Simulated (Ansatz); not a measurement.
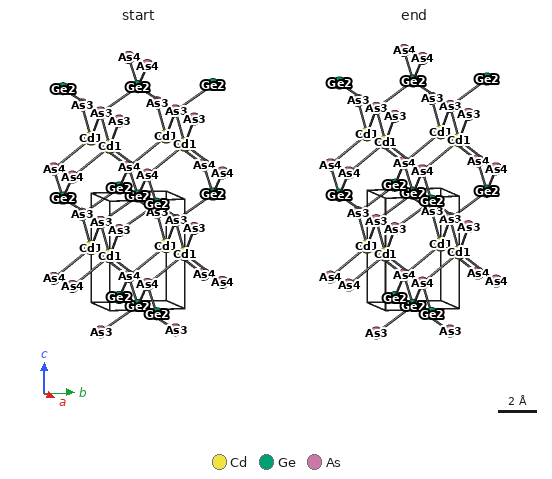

The structure of crystalline CdGeAs$_{2}$ (a generated structure, set up in P-4m2) before (left) and after (right) a relaxation, at one scale.

The picture is a ball-and-stick view of the cell of the calculation, repeated 1 × 1 × 2 with one cell outlined, seen slightly off an axis.

Case: Ga → Ge, In → Cd on all its sites, cell and atoms relaxed.

Method: DFT PBEsol, scalar-relativistic, plane waves, PAW in Ansatz. Settings: plane-wave cutoff 420 eV; k-point mesh 10 × 10 × 8; occupations gaussian; smearing width 0.1 eV; no spin polarisation; cell and atoms relaxed; force threshold 0.01 eV/Å; at most 60 steps.

Question: What changed between the two?

Answer: Over 3 accepted moves (4 points after the start) the energy falls by 8.4 meV per atom. The largest force component goes from 0.42 to 0.0041 eV/Å. The pressure goes from −0.40 to −0.02 GPa. The SCF was repeated once at an unchanged geometry on a basis and grid sized afresh for the cell, which shifted the energy by less than 0.05 meV per atom at most. The largest moves relative to the cell, 0.032 Å, are those of As3 and As4. As4 goes along +c. Cd and Ge stay in place. Cell: a = b 4.144 → 4.074 Å (−1.7 %), c 5.904 → 6.058 Å (+2.6 %). Volume −0.9 %. Among the contacts that change: Cd1–As3 2.613 → 2.591 Å, Ge2–As3 2.478 → 2.487 Å. Bond angles that change, for instance: Ge2–As3–Ge2 113.5° → 110.0°, As3–Ge2–As3 113.5° → 110.0°. The space group stays P-4m2 (No. 115).
